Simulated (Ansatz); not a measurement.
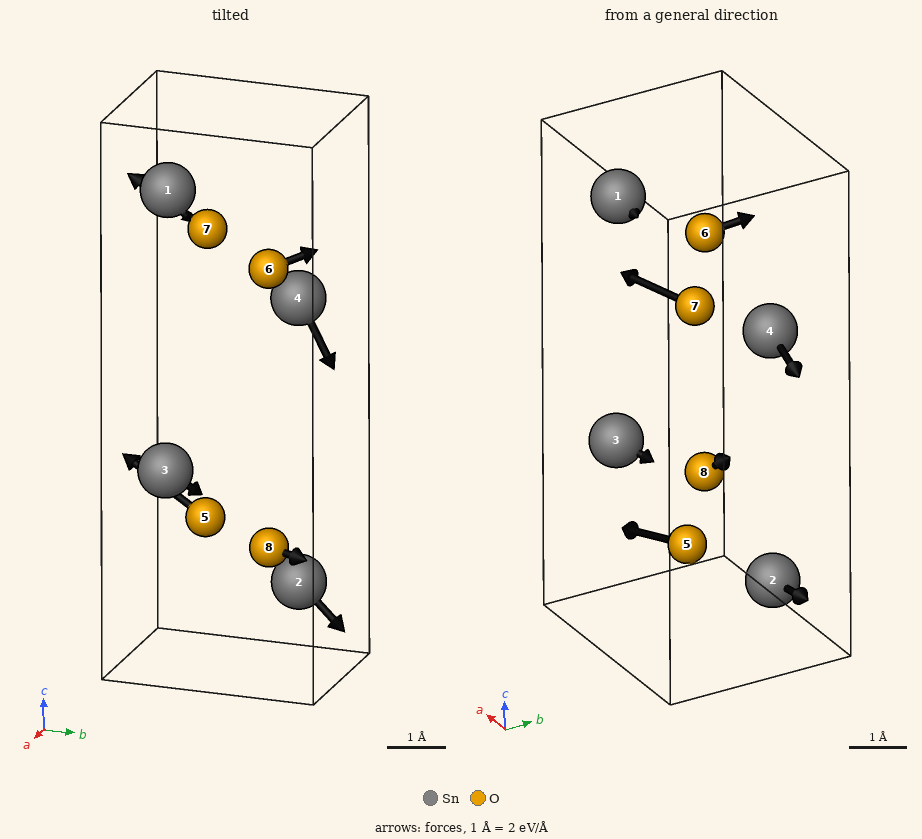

The figure gives a spheres-only picture of the atoms, viewed slightly off an axis and from a general direction. Thin lines show the simulation cell, with boundary atoms drawn in all their periodic places. The arrows are the computed forces on the atoms.

System: SnO. Electronic-structure method: DFT r2SCAN, scalar-relativistic, plane waves, PAW (Ansatz). Parameters: plane waves up to 500 eV, the zone sampled with 10×10×4 points, Gaussian smearing of 0.03 eV, no spin polarisation.

### Are the atoms in equilibrium?

No. The atoms still feel forces of up to about 3.1 eV/Å, far above a usual threshold of 0.01 to 0.03 eV/Å.

It goes back to a structure listed in the Materials Project. The cell was then strained or its atoms displaced on purpose. It was run through Ansatz as a DFT input.
